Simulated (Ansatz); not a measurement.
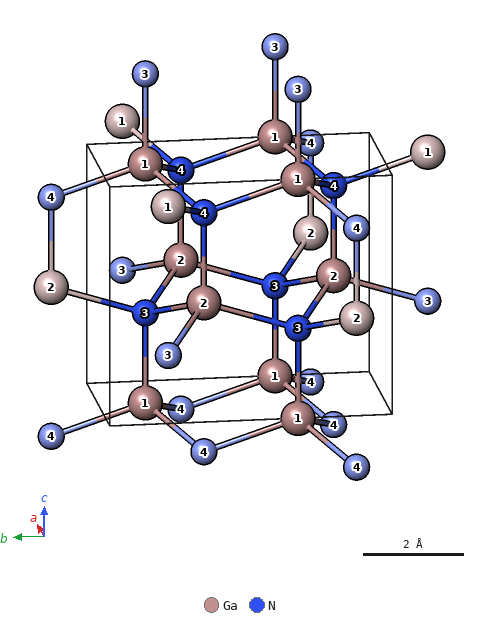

Figure 1. The starting structure (ball-and-stick view of the cell 2 times as large as that of the calculation, set on its symmetry axes, seen at an oblique angle; neighbours outside the cell are drawn fainter; atoms are numbered from 1 in the order of the input). Near neighbours in the crystal (not all of them lie inside the picture): Ga has 4 N at 1.88 to 2.00 Å; N has 4 Ga at 1.88 to 2.00 Å.

GaN: geometry relaxation (part 1 of 2)

System: GaN (Cmc2₁, 4 atoms in the cell).
Method: DFT PBEsol, scalar-relativistic, plane waves, PAW, no spin polarisation (Ansatz 0.2.0).

The structure derives from an entry of the Crystallography Open Database. Figures and captions count atoms from 1; the log counts them from 0 in places.

What the program printed
```
Engine: ansatz 0.2.0, x86_64-unknown-linux-gnu
Pseudopotentials: kind: paw
Pseudopotential: Ga, paw, valence charge 13, recommended cutoff 420 eV (normal), Ga.paw.azcp
Pseudopotential: N, paw, valence charge 5, recommended cutoff 420 eV (normal), N.paw.azcp
Functional definition: PBEsol
  exchange = pbesol_x
  correlation = pbesol_c
Crystal: 4 atoms, lattice volume = 44.379 Å³
Basis set: ecut = 420 eV, 893 PW (Γ), exchange–correlation on 48×72×48 points (8 copies of the dense FFT grid, shifted against one another)
Bands: 22, of which v1, the nominal top of the filled ones, is band 18 counted from 1 (17 counted from 0)
Symmetry: 4 space group operations
Space group: Cmc21 (ITA 36), of the structure as read, at distance tolerance 3.5e-5 Å
k-points: 124 of 600 (time reversal used)
Non-local potential: Ga, projectors of the file, l = 0: 2, l = 1: 2, l = 2: 3, l = 3: 1
Non-local potential: N, projectors of the file, l = 0: 2, l = 1: 2, l = 2: 1
PAW form: soft (Blöchl's): semilocal exchange-correlation on the pseudo side does not see the compensation charge
PAW frozen core: Ga, regenerated for the run's functional, and the local potential with it (the file was generated under x = pbe(κ = 0.804, μ = 0.2195149727645171), c = pbe(β = 0.06672455060314922))
PAW frozen core: N, regenerated for the run's functional, and the local potential with it (the file was generated under x = pbe(κ = 0.804, μ = 0.2195149727645171), c = pbe(β = 0.06672455060314922))
PAW one-centre angular grid: Ga, 590 points (default); XC on 64 Gauss nodes
PAW one-centre angular grid: N, 110 points (default); XC on 64 Gauss nodes
Initial density: superposition of atomic densities (neutral atoms: chi_scale 0, normalization atom), corrected by the library's trained network
Initial wavefunctions: pseudopotential atomic-orbital guess
Functional: x = pbesol(κ = 0.804, μ = 0.12345679012345678), c = pbesol(β = 0.046)
SCF iter   1: F=—  HF=-8245.536490 eV  |F-HF|=—  |Δ(HF+E_count)|=         —  Δρ=1.25e-2  dr2=6.53e-2  ethr=1.77e-3  ⟨swp⟩=5.5  Hψ=11475  notcnv=0
preconditioner: auto → Resta (q_TF=auto, 2.635 Å⁻¹)  ε∞=5.0  [insulator: Δε(μ)=1.851 eV  Ē_g=16.626 eV  σ=0.020 eV  W_gap=1.00  n_scr=22 (ndim 8)  ℏωp=33.4 eV  f_vac=0.008  D(μ)=0.00/eV (n_scr^D=0)  ε∞_Penn≈5.0]
SCF iter   2: F=—  HF=-8245.517791 eV  |F-HF|=—  |Δ(HF+E_count)|=   1.87e-2  Δρ=2.01e-3  dr2=1.72e-3  ethr=1.81e-4  ⟨swp⟩=2.1  Hψ=4706  notcnv=0
SCF iter   3: F=—  HF=-8245.517537 eV  |F-HF|=—  |Δ(HF+E_count)|=   2.54e-4  Δρ=8.75e-4  dr2=2.36e-4  ethr=4.79e-6  ⟨swp⟩=2.0  Hψ=3470  notcnv=0
SCF iter   4: F=—  HF=-8245.517544 eV  |F-HF|=—  |Δ(HF+E_count)|=   7.15e-6  Δρ=1.21e-4  dr2=7.61e-6  ethr=6.54e-7  ⟨swp⟩=2.0  Hψ=4952  notcnv=0
SCF iter   5: F=—  HF=-8245.517524 eV  |F-HF|=—  |Δ(HF+E_count)|=   2.01e-5  Δρ=9.86e-5  dr2=2.47e-6  ethr=2.12e-8  ⟨swp⟩=2.0  Hψ=4945  notcnv=0
SCF iter   6: F=—  HF=-8245.517524 eV  |F-HF|=—  |Δ(HF+E_count)|=   5.11e-7  Δρ=3.57e-5  dr2=3.41e-7  ethr=6.87e-9  ⟨swp⟩=2.4  Hψ=5040  notcnv=0
SCF iter   7: F=-8245.517524 eV  HF=-8245.517524 eV  |F-HF|=2.43e-9  |Δ(HF+E_count)|=   1.20e-7  Δρ=6.81e-6  dr2=1.64e-8  ethr=2.78e-10  ⟨swp⟩=4.3  Hψ=10470  notcnv=0
SCF 1 converged in 7 iterations: F = -8245.517524 eV  dr2 = 1.64e-8
  greatest PAW one-centre occupation: 0.995 electrons in one spin orbital (limit 2), on the Ga atom at site 1 (counted from 0), in its partial waves of l = 2
relax step   1: F+E_penalty+E_count = -8245.51752448 eV  Δ(F+E_penalty+E_count) = +0.000e0 eV  max|allowed force component| = 6.284e-1 eV/Å  Δτ_max = 0.0000 Å  P = +5.973 GPa  Ω = 44.379 Å³  fix = [a, b, gamma]  reactions: a +8.282, b +19.129 GPa  (7 SCF iters, dr2 threshold 1.00e-7 eV, accepted)
Crystal: 4 atoms, lattice volume = 43.887 Å³
Basis set: ecut = 420 eV, 861 PW (Γ), exchange–correlation on 48×72×48 points (8 copies of the dense FFT grid, shifted against one another)
Initial density: handed on by an earlier stage of this run
Initial wavefunctions: those handed on with the density
iter 1 solved again at ethr=8.36e-6 eV; its pass at ethr=3.10e-3 eV (dr2=3.01e-3 eV) is discarded
SCF iter   1: F=—  HF=-8245.559015 eV  |F-HF|=—  |Δ(HF+E_count)|=         —  Δρ=2.90e-3  dr2=3.15e-3  ethr=8.36e-6  ⟨swp⟩=1.8  Hψ=14476  notcnv=0
preconditioner: auto → Resta (q_TF=auto, 2.640 Å⁻¹)  ε∞=5.0  [insulator: Δε(μ)=2.072 eV  Ē_g=16.743 eV  σ=0.020 eV  W_gap=1.00  n_scr=22 (ndim 8)  ℏωp=33.6 eV  f_vac=0.005  D(μ)=0.00/eV (n_scr^D=0)  ε∞_Penn≈5.0]
SCF iter   2: F=—  HF=-8245.558214 eV  |F-HF|=—  |Δ(HF+E_count)|=   8.01e-4  Δρ=1.24e-3  dr2=4.84e-4  ethr=8.36e-6  ⟨swp⟩=2.0  Hψ=3942  notcnv=0
SCF iter   3: F=—  HF=-8245.558104 eV  |F-HF|=—  |Δ(HF+E_count)|=   1.10e-4  Δρ=4.48e-4  dr2=7.44e-5  ethr=1.34e-6  ⟨swp⟩=2.2  Hψ=3731  notcnv=0
SCF iter   4: F=—  HF=-8245.558080 eV  |F-HF|=—  |Δ(HF+E_count)|=   2.43e-5  Δρ=9.54e-5  dr2=3.32e-6  ethr=2.07e-7  ⟨swp⟩=2.7  Hψ=4774  notcnv=0
SCF iter   5: F=—  HF=-8245.558078 eV  |F-HF|=—  |Δ(HF+E_count)|=   1.24e-6  Δρ=5.17e-5  dr2=7.49e-7  ethr=1.11e-9  ⟨swp⟩=6.6  Hψ=14109  notcnv=0
SCF iter   6: F=-8245.558079 eV  HF=-8245.558079 eV  |F-HF|=4.14e-8  |Δ(HF+E_count)|=   1.64e-7  Δρ=1.59e-5  dr2=9.63e-8  ethr=1.11e-9  ⟨swp⟩=5.0  Hψ=11969  notcnv=0
SCF 2 converged in 6 iterations: F = -8245.558079 eV  dr2 = 9.63e-8
relax step   2: F+E_penalty+E_count = -8245.55807859 eV  Δ(F+E_penalty+E_count) = -4.055e-2 eV  max|allowed force component| = 4.339e-1 eV/Å  Δτ_max = 0.0134 Å  P = +7.861 GPa  Ω = 43.887 Å³  energy of the carried Pulay correction = +1.643e-3 eV  fix = [a, b, gamma]  reactions: a +9.368, b +18.800 GPa  (6 SCF iters, dr2 threshold 4.00e-7 eV, accepted)
Crystal: 4 atoms, lattice volume = 43.690 Å³
Basis set: ecut = 420 eV, 853 PW (Γ), exchange–correlation on 48×72×48 points (8 copies of the dense FFT grid, shifted against one another)
iter 1 solved again at ethr=1.12e-5 eV; its pass at ethr=3.10e-3 eV (dr2=4.02e-3 eV) is discarded
SCF iter   1: F=—  HF=-8245.584118 eV  |F-HF|=—  |Δ(HF+E_count)|=         —  Δρ=4.03e-3  dr2=4.31e-3  ethr=1.12e-5  ⟨swp⟩=2.7  Hψ=14740  notcnv=0
preconditioner: auto → Resta (q_TF=auto, 2.642 Å⁻¹)  ε∞=5.0  [insulator: Δε(μ)=2.058 eV  Ē_g=16.779 eV  σ=0.020 eV  W_gap=1.00  n_scr=22 (ndim 8)  ℏωp=33.7 eV  f_vac=0.006  D(μ)=0.00/eV (n_scr^D=0)  ε∞_Penn≈5.0]
SCF iter   2: F=—  HF=-8245.583043 eV  |F-HF|=—  |Δ(HF+E_count)|=   1.08e-3  Δρ=2.05e-3  dr2=1.19e-3  ethr=1.12e-5  ⟨swp⟩=3.0  Hψ=5028  notcnv=0
SCF iter   3: F=—  HF=-8245.582741 eV  |F-HF|=—  |Δ(HF+E_count)|=   3.02e-4  Δρ=3.13e-4  dr2=3.55e-5  ethr=3.31e-6  ⟨swp⟩=2.0  Hψ=5174  notcnv=0
SCF iter   4: F=—  HF=-8245.582740 eV  |F-HF|=—  |Δ(HF+E_count)|=   1.31e-6  Δρ=1.32e-4  dr2=5.92e-6  ethr=9.87e-8  ⟨swp⟩=2.0  Hψ=4097  notcnv=0
SCF iter   5: F=—  HF=-8245.582739 eV  |F-HF|=—  |Δ(HF+E_count)|=   8.50e-7  Δρ=3.30e-5  dr2=2.95e-7  ethr=1.11e-9  ⟨swp⟩=3.2  Hψ=12558  notcnv=0
SCF iter   6: F=-8245.582739 eV  HF=-8245.582739 eV  |F-HF|=1.28e-8  |Δ(HF+E_count)|=   1.70e-7  Δρ=1.31e-5  dr2=6.20e-8  ethr=8.21e-10  ⟨swp⟩=5.2  Hψ=12000  notcnv=0
SCF 3 converged in 6 iterations: F = -8245.582739 eV  dr2 = 6.20e-8
  greatest PAW one-centre occupation: 0.995 electrons in one spin orbital (limit 2), on the Ga atom at site 0 (counted from 0), in its partial waves of l = 2
relax step   3: F+E_penalty+E_count = -8245.58273859 eV  Δ(F+E_penalty+E_count) = -2.466e-2 eV  max|allowed force component| = 2.646e-2 eV/Å  Δτ_max = 0.0215 Å  P = +8.185 GPa  Ω = 43.690 Å³  energy of the carried Pulay correction = +2.305e-3 eV  fix = [a, b, gamma]  reactions: a +9.205, b +15.444 GPa  (6 SCF iters, dr2 threshold 4.00e-7 eV, accepted)
Crystal: 4 atoms, lattice volume = 43.670 Å³
iter 1 solved again at ethr=1.91e-7 eV; its pass at ethr=3.10e-3 eV (dr2=6.88e-5 eV) is discarded
SCF iter   1: F=—  HF=-8245.582914 eV  |F-HF|=—  |Δ(HF+E_count)|=         —  Δρ=5.66e-4  dr2=7.06e-5  ethr=1.91e-7  ⟨swp⟩=2.4  Hψ=12897  notcnv=0
preconditioner: auto → Resta (q_TF=auto, 2.642 Å⁻¹)  ε∞=5.0  [insulator: Δε(μ)=2.064 eV  Ē_g=16.782 eV  σ=0.020 eV  W_gap=1.00  n_scr=22 (ndim 8)  ℏωp=33.7 eV  f_vac=0.007  D(μ)=0.00/eV (n_scr^D=0)  ε∞_Penn≈5.0]
SCF iter   2: F=—  HF=-8245.582897 eV  |F-HF|=—  |Δ(HF+E_count)|=   1.76e-5  Δρ=3.06e-4  dr2=2.26e-5  ethr=1.91e-7  ⟨swp⟩=1.0  Hψ=2728  notcnv=0
SCF iter   3: F=—  HF=-8245.582890 eV  |F-HF|=—  |Δ(HF+E_count)|=   6.71e-6  Δρ=4.62e-5  dr2=7.53e-7  ethr=6.29e-8  ⟨swp⟩=2.0  Hψ=3520  notcnv=0
SCF iter   4: F=—  HF=-8245.582890 eV  |F-HF|=—  |Δ(HF+E_count)|=   2.01e-7  Δρ=1.88e-5  dr2=8.01e-8  ethr=2.09e-9  ⟨swp⟩=2.0  Hψ=4941  notcnv=0
SCF iter   5: F=-8245.582890 eV  HF=-8245.582890 eV  |F-HF|=2.16e-8  |Δ(HF+E_count)|=   1.02e-8  Δρ=8.00e-6  dr2=2.03e-8  ethr=1.22e-10  ⟨swp⟩=4.6  Hψ=10602  notcnv=0
SCF 4 converged in 5 iterations: F = -8245.582890 eV  dr2 = 2.03e-8
relax step   4: F+E_penalty+E_count = -8245.58288973 eV  Δ(F+E_penalty+E_count) = -1.511e-4 eV  max|allowed force component| = 7.033e-4 eV/Å  Δτ_max = 0.0037 Å  P = +8.305 GPa  Ω = 43.670 Å³  energy of the carried Pulay correction = +2.374e-3 eV  fix = [a, b, gamma]  reactions: a +9.405, b +15.525 GPa  (5 SCF iters, dr2 threshold 4.37e-8 eV, accepted)
Initial wavefunctions: pseudopotential atomic-orbital guess (no wavefunctions were taken with the density)
iter 1 solved again at ethr=2.12e-8 eV; its pass at ethr=3.10e-3 eV (dr2=7.64e-6 eV) is discarded
SCF iter   1: F=—  HF=-8245.580804 eV  |F-HF|=—  |Δ(HF+E_count)|=         —  Δρ=1.09e-4  dr2=7.65e-7  ethr=2.12e-8  ⟨swp⟩=3.0  Hψ=19684  notcnv=0
preconditioner: auto → Resta (q_TF=auto, 2.642 Å⁻¹)  ε∞=5.0  [insulator: Δε(μ)=2.063 eV  Ē_g=16.782 eV  σ=0.020 eV  W_gap=1.00  n_scr=22 (ndim 8)  ℏωp=33.7 eV  f_vac=0.006  D(μ)=0.00/eV (n_scr^D=0)  ε∞_Penn≈5.0]
SCF iter   2: F=—  HF=-8245.580804 eV  |F-HF|=—  |Δ(HF+E_count)|=   1.31e-7  Δρ=5.92e-5  dr2=2.76e-7  ethr=2.12e-9  ⟨swp⟩=2.0  Hψ=4871  notcnv=0
SCF iter   3: F=—  HF=-8245.580804 eV  |F-HF|=—  |Δ(HF+E_count)|=   3.57e-7  Δρ=1.94e-5  dr2=2.17e-8  ethr=7.67e-10  ⟨swp⟩=2.6  Hψ=5333  notcnv=0
SCF iter   4: F=—  HF=-8245.580804 eV  |F-HF|=—  |Δ(HF+E_count)|=   3.55e-8  Δρ=2.17e-6  dr2=1.15e-9  ethr=6.02e-11  ⟨swp⟩=2.0  Hψ=4960  notcnv=0
SCF iter   5: F=-8245.580804 eV  HF=-8245.580804 eV  |F-HF|=2.00e-10  |Δ(HF+E_count)|=  2.40e-10  Δρ=6.51e-7  dr2=9.17e-11  ethr=1.00e-12  ⟨swp⟩=4.1  Hψ=10015  notcnv=0
SCF 5 converged in 5 iterations: F = -8245.580804 eV  dr2 = 9.17e-11
relax step   5: F+E_penalty+E_count = -8245.58080430 eV  Δ(F+E_penalty+E_count) = +2.085e-3 eV  max|allowed force component| = 1.027e-3 eV/Å  Δτ_max = 0.0000 Å  P = +8.241 GPa  Ω = 43.670 Å³  fix = [a, b, gamma]  reactions: a +9.372, b +15.494 GPa  stress off target by 1.44e-1 GPa on what of the cell is left free  SCF on the basis re-selected at this cell (its energy is not comparable with the rows above)  (5 SCF iters)
basis re-selected at this cell: Δ(F+E_penalty+E_count) = +2.085e-3 eV, ΔP = -0.064 GPa vs the last step (what re-selecting the basis moved, of the pressure what is left beyond the Pulay correction that the steps carried, after the strain that the cell walked since its last selection, with what the two solves' SCF thresholds leave and, on support functions, any second-order correction that the steps lacked; it is no measure of the basis error at this ecutwfc). This SCF's stress stands 1.44e-1 GPa from its target on what of the cell is left free (relax.cell.stress_tol is 1.00e-1 GPa) and its largest allowed force component is 1.03e-3 eV/Å (relax.f_tol is 1.00e-2 eV/Å): not within both, so this SCF does not close the relaxation
Crystal: 4 atoms, lattice volume = 43.655 Å³
iter 1 solved again at ethr=7.41e-9 eV; its pass at ethr=3.10e-3 eV (dr2=2.67e-6 eV) is discarded
SCF iter   1: F=—  HF=-8245.580863 eV  |F-HF|=—  |Δ(HF+E_count)|=         —  Δρ=8.65e-5  dr2=2.78e-6  ethr=7.41e-9  ⟨swp⟩=2.1  Hψ=13560  notcnv=0
preconditioner: auto → Resta (q_TF=auto, 2.642 Å⁻¹)  ε∞=5.0  [insulator: Δε(μ)=2.067 eV  Ē_g=16.785 eV  σ=0.020 eV  W_gap=1.00  n_scr=22 (ndim 8)  ℏωp=33.7 eV  f_vac=0.006  D(μ)=0.00/eV (n_scr^D=0)  ε∞_Penn≈5.0]
SCF iter   2: F=—  HF=-8245.580861 eV  |F-HF|=—  |Δ(HF+E_count)|=   2.52e-6  Δρ=3.00e-5  dr2=2.22e-7  ethr=7.41e-9  ⟨swp⟩=2.0  Hψ=3459  notcnv=0
SCF iter   3: F=—  HF=-8245.580861 eV  |F-HF|=—  |Δ(HF+E_count)|=   3.20e-8  Δρ=1.34e-5  dr2=5.37e-8  ethr=1.45e-10  ⟨swp⟩=4.0  Hψ=9645  notcnv=0
SCF iter   4: F=-8245.580861 eV  HF=-8245.580861 eV  |F-HF|=2.09e-9  |Δ(HF+E_count)|=  4.42e-10  Δρ=2.60e-6  dr2=2.45e-9  ethr=1.45e-10  ⟨swp⟩=4.0  Hψ=9158  notcnv=0
SCF 6 converged in 4 iterations: F = -8245.580861 eV  dr2 = 2.45e-9
relax step   6: F+E_penalty+E_count = -8245.58086075 eV  Δ(F+E_penalty+E_count) = -5.644e-5 eV  max|allowed force component| = 2.622e-4 eV/Å  Δτ_max = 0.0002 Å  P = +8.319 GPa  Ω = 43.655 Å³  energy of the carried Pulay correction = +4.950e-5 eV  fix = [a, b, gamma]  reactions: a +9.420, b +15.546 GPa  (4 SCF iters, dr2 threshold 5.20e-8 eV, accepted)
iter 1 solved again at ethr=2.50e-8 eV; its pass at ethr=3.10e-3 eV (dr2=8.99e-6 eV) is discarded
SCF iter   1: F=—  HF=-8245.580815 eV  |F-HF|=—  |Δ(HF+E_count)|=         —  Δρ=3.54e-6  dr2=2.75e-9  ethr=2.50e-8  ⟨swp⟩=3.0  Hψ=19681  notcnv=0
preconditioner: auto → Resta (q_TF=auto, 2.642 Å⁻¹)  ε∞=5.0  [insulator: Δε(μ)=2.066 eV  Ē_g=16.785 eV  σ=0.020 eV  W_gap=1.00  n_scr=22 (ndim 8)  ℏωp=33.7 eV  f_vac=0.006  D(μ)=0.00/eV (n_scr^D=0)  ε∞_Penn≈5.0]
SCF iter   2: F=—  HF=-8245.580815 eV  |F-HF|=—  |Δ(HF+E_count)|=   2.08e-7  Δρ=1.89e-6  dr2=8.81e-10  ethr=7.63e-12  ⟨swp⟩=2.1  Hψ=5007  notcnv=0
SCF iter   3: F=—  HF=-8245.580815 eV  |F-HF|=—  |Δ(HF+E_count)|=  3.13e-10  Δρ=1.05e-6  dr2=3.38e-10  ethr=2.45e-12  ⟨swp⟩=2.0  Hψ=4869  notcnv=0
SCF iter   4: F=-8245.580815 eV  HF=-8245.580815 eV  |F-HF|=3.64e-12  |Δ(HF+E_count)|=  2.42e-10  Δρ=2.28e-7  dr2=1.04e-11  ethr=1.00e-12  ⟨swp⟩=4.0  Hψ=9630  notcnv=0
SCF 7 converged in 4 iterations: F = -8245.580815 eV  dr2 = 1.04e-11
relax step   7: F+E_penalty+E_count = -8245.58081457 eV  Δ(F+E_penalty+E_count) = +4.617e-5 eV  max|allowed force component| = 2.701e-4 eV/Å  Δτ_max = 0.0000 Å  P = +8.318 GPa  Ω = 43.655 Å³  fix = [a, b, gamma]  reactions: a +9.420, b +15.546 GPa  stress off target by 1.03e-2 GPa on what of the cell is left free  SCF on the basis re-selected at this cell (its energy is not comparable with the rows above)  (4 SCF iters)
```
